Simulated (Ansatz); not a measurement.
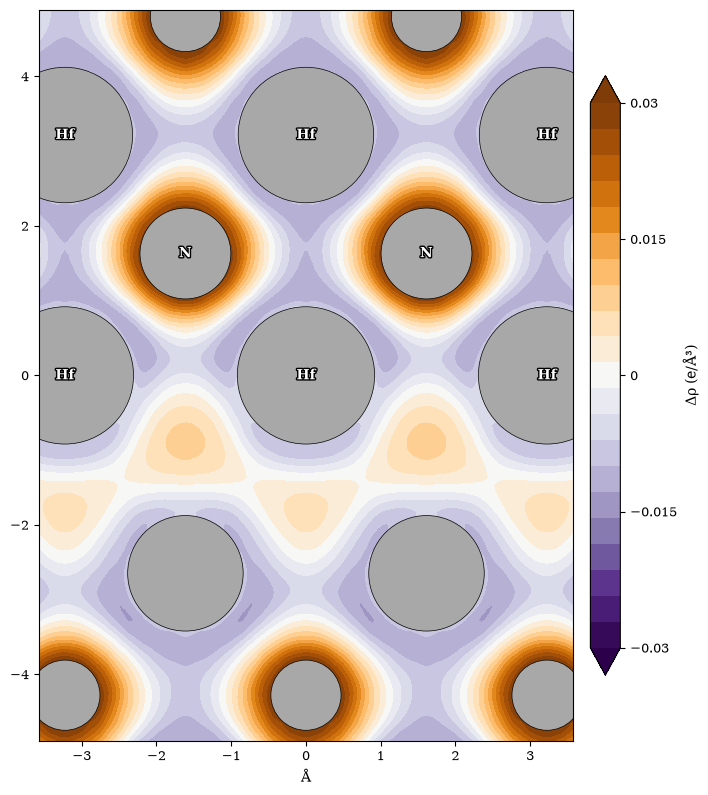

Hf$_{3}$N$_{2}$. Difference of the valence pseudo-densities of two functionals at the same geometry, on the (111) plane of the calculation cell: r2SCAN less PBEsol.

Both computed with Ansatz (plane waves, PAW), on the same k-point mesh. Grey discs cover the atomic cores.

> Where does the change of functional move the electrons?

Against PBEsol, r2SCAN gives less density around Hf (−0.007 e/Å³ on average at 1.2 Å from the nucleus), more density around N (+0.020 e/Å³ on average at 0.8 Å from the nucleus) and a change of −0.007 e/Å³ at the midpoint of Hf–N.
